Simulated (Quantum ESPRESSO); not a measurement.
Cu: single-point calculation

Cu (Fm-3m, 1 atom in the cell), computed with Kohn-Sham DFT of a periodic cell, PBEsol, GBRV 1.5 PBEsol, no spin polarisation (Quantum ESPRESSO 7.5).

The structure derives from an entry of the Crystallography Open Database.

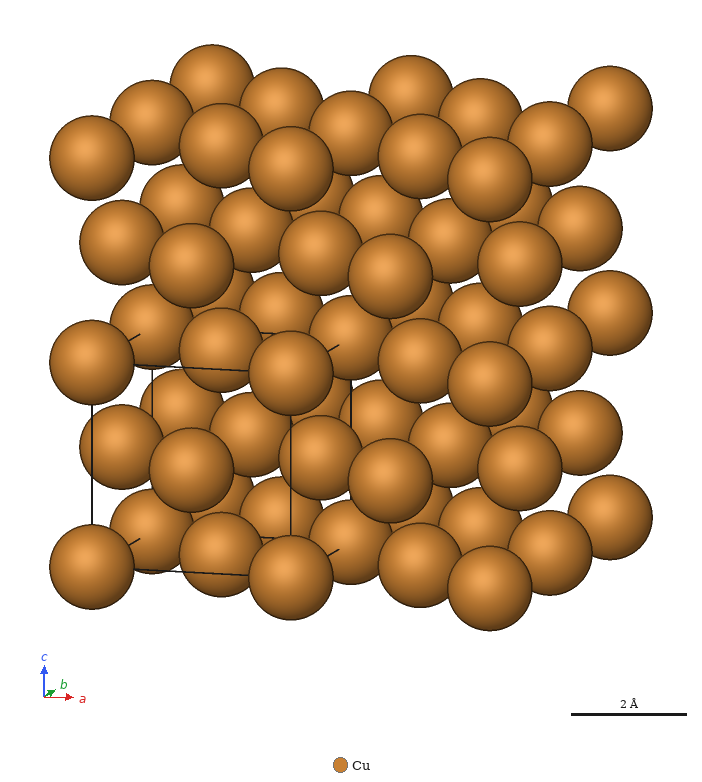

The input geometry (spheres-only view of the cell 4 times as large as that of the calculation, set on its symmetry axes, repeated 2 × 2 × 2, seen slightly off an axis).

## Input
```
&CONTROL
  calculation = 'scf'
  prefix = 'pwscf'
  outdir = './tmp'
  pseudo_dir = './pseudo'
  tprnfor = .true.
  tstress = .true.
  disk_io = 'nowf'
/
&SYSTEM
  ibrav = 0
  nat = 1
  ntyp = 1
  ecutwfc = 45
  ecutrho = 360
  nbnd = 16
  occupations = 'smearing'
  smearing = 'gaussian'
  degauss = 0.00999582
/
&ELECTRONS
  conv_thr = 2d-10
  electron_maxstep = 120
  mixing_beta = 0.5
/
ATOMIC_SPECIES
Cu    63.5460 cu_pbesol_v1.2.uspp.F.UPF
CELL_PARAMETERS angstrom
   0.0000000000    1.8075000000    1.8075000000
   1.8075000000    0.0000000000    1.8075000000
   1.8075000000    1.8075000000    0.0000000000
ATOMIC_POSITIONS crystal
Cu     0.0000000000    0.0000000000    0.0000000000
K_POINTS automatic
2 2 2 0 0 0
```

Launched with:
```bash
OMP_NUM_THREADS=1 pw.x -in pw.in > pw.out
```

## Log
```
This program is part of the open-source Quantum ESPRESSO suite
     for quantum simulation of materials; please cite
         "P. Giannozzi et al., J. Phys.:Condens. Matter 21 395502 (2009);
         "P. Giannozzi et al., J. Phys.:Condens. Matter 29 465901 (2017);
         "P. Giannozzi et al., J. Chem. Phys. 152 154105 (2020);
          URL
     in publications or presentations arising from this work. More details at

     Message from routine setup:
     using ibrav=0 with symmetry is DISCOURAGED, use correct ibrav instead

     G-vector sticks info
     --------------------
     sticks:   dense  smooth     PW     G-vecs:    dense   smooth      PW
     Sum         583     295     91                 9257     3287     609

     Using Slab Decomposition

     bravais-lattice index     =            0
     lattice parameter (alat)  =       4.8305  a.u.
     unit-cell volume          =      79.7006 (a.u.)^3
     number of atoms/cell      =            1
     number of atomic types    =            1
     number of electrons       =        19.00
     number of Kohn-Sham states=           16
     kinetic-energy cutoff     =      45.0000  Ry
     charge density cutoff     =     360.0000  Ry
     scf convergence threshold =      2.0E-10
     mixing beta               =       0.5000
     number of iterations used =            8  plain     mixing
     Exchange-correlation= SLA  PW   PSX  PSC
                           (   1   4  10   8   0   0   0)

     celldm(1)=   4.830501  celldm(2)=   0.000000  celldm(3)=   0.000000
     celldm(4)=   0.000000  celldm(5)=   0.000000  celldm(6)=   0.000000

     crystal axes: (cart. coord. in units of alat)
               a(1) = (   0.000000   0.707107   0.707107 )
               a(2) = (   0.707107   0.000000   0.707107 )
               a(3) = (   0.707107   0.707107   0.000000 )

     reciprocal axes: (cart. coord. in units 2 pi/alat)
               b(1) = ( -0.707107  0.707107  0.707107 )
               b(2) = (  0.707107 -0.707107  0.707107 )
               b(3) = (  0.707107  0.707107 -0.707107 )

     PseudoPot. # 1 for Cu read from file:
     cu_pbesol_v1.2.uspp.F.UPF
     Pseudo is Ultrasoft + core correction, Zval = 19.0
     Generated by new atomic code, or converted to UPF format
     Using radial grid of  867 points,  6 beta functions with:
                l(1) =   0
                l(2) =   0
                l(3) =   1
                l(4) =   1
                l(5) =   2
                l(6) =   2
     Q(r) pseudized with  8 coefficients,  rinner =    1.150   1.150   1.150
                                                       1.150   1.150

     atomic species   valence    mass     pseudopotential
     Cu               19.00    63.54600     Cu( 1.00)

     48 Sym. Ops., with inversion, found

   Cartesian axes

     site n.     atom                  positions (alat units)
         1        Cu     tau(   1) = (   0.0000000   0.0000000   0.0000000  )

     number of k points=     3  Gaussian smearing, width (Ry)=  0.0100
                       cart. coord. in units 2pi/alat
        k(    1) = (   0.0000000   0.0000000   0.0000000), wk =   0.2500000
        k(    2) = (  -0.3535534  -0.3535534   0.3535534), wk =   1.0000000
        k(    3) = (  -0.7071068   0.0000000   0.0000000), wk =   0.7500000

     Dense  grid:     9257 G-vectors     FFT dimensions: (  30,  30,  30)

     Smooth grid:     3287 G-vectors     FFT dimensions: (  24,  24,  24)

     Initial potential from superposition of free atoms

     starting charge      18.0000, renormalised to      19.0000
     Starting wfcs are   13 randomized atomic wfcs +    3 random wfcs

     Self-consistent Calculation

     iteration #  1     ecut=    45.00 Ry     beta= 0.50
     Davidson diagonalization with overlap
     ethr =  1.00E-02,  avg # of iterations =  6.7

     total energy              =    -400.68996126 Ry
     estimated scf accuracy    <       5.45309063 Ry

     iteration #  2     ecut=    45.00 Ry     beta= 0.50
     Davidson diagonalization with overlap
     ethr =  1.00E-02,  avg # of iterations =  3.0

     total energy              =    -402.81967357 Ry
     estimated scf accuracy    <       5.81916287 Ry

     iteration #  3     ecut=    45.00 Ry     beta= 0.50
     Davidson diagonalization with overlap
     ethr =  1.00E-02,  avg # of iterations =  2.0

     total energy              =    -403.37810064 Ry
     estimated scf accuracy    <       0.36221946 Ry

     iteration #  4     ecut=    45.00 Ry     beta= 0.50
     Davidson diagonalization with overlap
     ethr =  1.91E-03,  avg # of iterations =  2.7

     total energy              =    -403.37517724 Ry
     estimated scf accuracy    <       0.13512760 Ry

     iteration #  5     ecut=    45.00 Ry     beta= 0.50
     Davidson diagonalization with overlap
     ethr =  7.11E-04,  avg # of iterations =  1.0

     total energy              =    -403.33389607 Ry
     estimated scf accuracy    <       0.09329506 Ry

     iteration #  6     ecut=    45.00 Ry     beta= 0.50
     Davidson diagonalization with overlap
     ethr =  4.91E-04,  avg # of iterations =  2.0

     total energy              =    -403.36597610 Ry
     estimated scf accuracy    <       0.06251119 Ry

     iteration #  7     ecut=    45.00 Ry     beta= 0.50
     Davidson diagonalization with overlap
     ethr =  3.29E-04,  avg # of iterations =  1.0

     total energy              =    -403.36672099 Ry
     estimated scf accuracy    <       0.04407700 Ry

     iteration #  8     ecut=    45.00 Ry     beta= 0.50
     Davidson diagonalization with overlap
     ethr =  2.32E-04,  avg # of iterations =  1.0

     total energy              =    -403.35624121 Ry
     estimated scf accuracy    <       0.04681786 Ry

     iteration #  9     ecut=    45.00 Ry     beta= 0.50
     Davidson diagonalization with overlap
     ethr =  2.32E-04,  avg # of iterations =  1.0

     total energy              =    -403.36001705 Ry
     estimated scf accuracy    <       0.00145231 Ry

     iteration # 10     ecut=    45.00 Ry     beta= 0.50
     Davidson diagonalization with overlap
     ethr =  7.64E-06,  avg # of iterations =  2.0

     total energy              =    -403.36003354 Ry
     estimated scf accuracy    <       0.00983027 Ry

     iteration # 11     ecut=    45.00 Ry     beta= 0.50
     Davidson diagonalization with overlap
     ethr =  7.64E-06,  avg # of iterations =  1.0

     total energy              =    -403.35893527 Ry
     estimated scf accuracy    <       0.00703172 Ry

     iteration # 12     ecut=    45.00 Ry     beta= 0.50
     Davidson diagonalization with overlap
     ethr =  7.64E-06,  avg # of iterations =  1.0

     total energy              =    -403.35938828 Ry
     estimated scf accuracy    <       0.00028311 Ry

     iteration # 13     ecut=    45.00 Ry     beta= 0.50
     Davidson diagonalization with overlap
     ethr =  1.49E-06,  avg # of iterations =  1.3

     total energy              =    -403.35933070 Ry
     estimated scf accuracy    <       0.00263814 Ry

     iteration # 14     ecut=    45.00 Ry     beta= 0.50
     Davidson diagonalization with overlap
     ethr =  1.49E-06,  avg # of iterations =  1.0

     total energy              =    -403.35936179 Ry
     estimated scf accuracy    <       0.00056637 Ry

     iteration # 15     ecut=    45.00 Ry     beta= 0.50
     Davidson diagonalization with overlap
     ethr =  1.49E-06,  avg # of iterations =  1.0

     total energy              =    -403.35927469 Ry
     estimated scf accuracy    <       0.00050295 Ry

     iteration # 16     ecut=    45.00 Ry     beta= 0.50
     Davidson diagonalization with overlap
     ethr =  1.49E-06,  avg # of iterations =  1.0

     total energy              =    -403.35935581 Ry
     estimated scf accuracy    <       0.00031784 Ry

     iteration # 17     ecut=    45.00 Ry     beta= 0.50
     Davidson diagonalization with overlap
     ethr =  1.49E-06,  avg # of iterations =  1.0

     total energy              =    -403.35932243 Ry
     estimated scf accuracy    <       0.00036757 Ry

     iteration # 18     ecut=    45.00 Ry     beta= 0.50
     Davidson diagonalization with overlap
     ethr =  1.49E-06,  avg # of iterations =  1.0

     total energy              =    -403.35933641 Ry
     estimated scf accuracy    <       0.00000403 Ry

     iteration # 19     ecut=    45.00 Ry     beta= 0.50
     Davidson diagonalization with overlap
     ethr =  2.12E-08,  avg # of iterations =  1.0

     total energy              =    -403.35933652 Ry
     estimated scf accuracy    <       0.00000036 Ry

     iteration # 20     ecut=    45.00 Ry     beta= 0.50
     Davidson diagonalization with overlap
     ethr =  1.87E-09,  avg # of iterations =  2.0

     total energy              =    -403.35933656 Ry
     estimated scf accuracy    <       0.00000015 Ry

     iteration # 21     ecut=    45.00 Ry     beta= 0.50
     Davidson diagonalization with overlap
     ethr =  7.73E-10,  avg # of iterations =  1.0

     total energy              =    -403.35933657 Ry
     estimated scf accuracy    <          9.4E-09 Ry

     iteration # 22     ecut=    45.00 Ry     beta= 0.50
     Davidson diagonalization with overlap
     ethr =  4.95E-11,  avg # of iterations =  1.3

     End of self-consistent calculation

          k = 0.0000 0.0000 0.0000 (   411 PWs)   bands (ev):

   -95.9702 -53.4693 -53.4693 -53.4693   6.4399  13.1500  13.1500  13.1500
    14.0246  14.0246  38.3995  41.0786  41.0786  41.0786  43.6520  43.6520

          k =-0.3536-0.3536 0.3536 (   410 PWs)   bands (ev):

   -95.9558 -53.5806 -53.4861 -53.4861  10.9340  13.1219  13.1219  14.6094
    14.6094  14.8064  19.7939  36.9213  37.8749  37.8749  41.0329  41.0329

          k =-0.7071 0.0000 0.0000 (   412 PWs)   bands (ev):

   -95.9510 -53.5752 -53.5120 -53.5120  11.1946  11.6871  14.5993  14.7533
    14.7533  17.2883  23.1333  28.8803  28.8803  33.6234  36.1768  58.0099

     the Fermi energy is    14.9030 ev

!    total energy              =    -403.35933657 Ry
     estimated scf accuracy    <          2.0E-11 Ry
     smearing contrib. (-TS)   =      -0.00302870 Ry
     internal energy E=F+TS    =    -403.35630787 Ry

     The total energy is F=E-TS. E is the sum of the following terms:
     one-electron contribution =    -268.39062289 Ry
     hartree contribution      =     145.75999876 Ry
     xc contribution           =     -38.44080589 Ry
     ewald contribution        =    -242.28487785 Ry

     convergence has been achieved in  22 iterations

     Forces acting on atoms (cartesian axes, Ry/au):

     atom    1 type  1   force =     0.00000000    0.00000000    0.00000000

     Total force =     0.000000     Total SCF correction =     0.000000

     Computing stress (Cartesian axis) and pressure

          total   stress  (Ry/bohr**3)                   (kbar)     P=      177.01
   0.00120329  -0.00000000  -0.00000000          177.01       -0.00       -0.00
  -0.00000000   0.00120329  -0.00000000           -0.00      177.01       -0.00
  -0.00000000  -0.00000000   0.00120329           -0.00       -0.00      177.01

=------------------------------------------------------------------------------=
   JOB DONE.
=------------------------------------------------------------------------------=
```

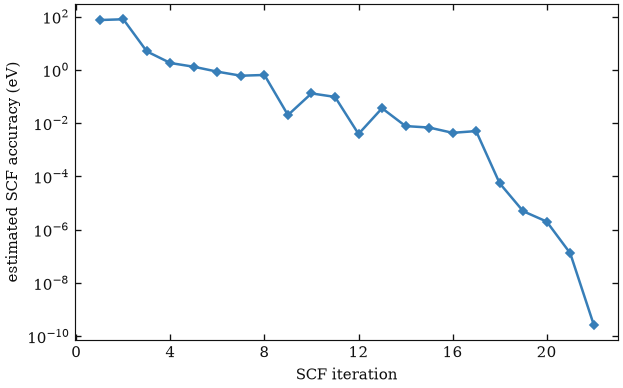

Convergence of the self-consistent field: estimated SCF accuracy against the iteration. The field takes 22 iterations in all.

## Key numbers

| quantity | value |
| --- | --- |
| outcome | converged |
| space group (tolerance 0.01 Å) | Fm-3m (225) |
| electrons treated | 19 |
| free energy | −5487.9834 eV |
| Fermi energy | 14.903 eV |
| gap on the k-point mesh | none (metallic) |
| pressure | 17.70 GPa |
| largest force (length of the vector) | under 0.001 eV/Å |
| hardware | 1 thread of Arm Neoverse V1, 24 GiB of memory available, shared host |
| wall time | 2.5 s |
| peak memory | 0.05 GiB |

## Remarks

The settings depart from the standard set-up of this series, which can bear on the numbers. Points of doubt noted for this run: coarse mesh.
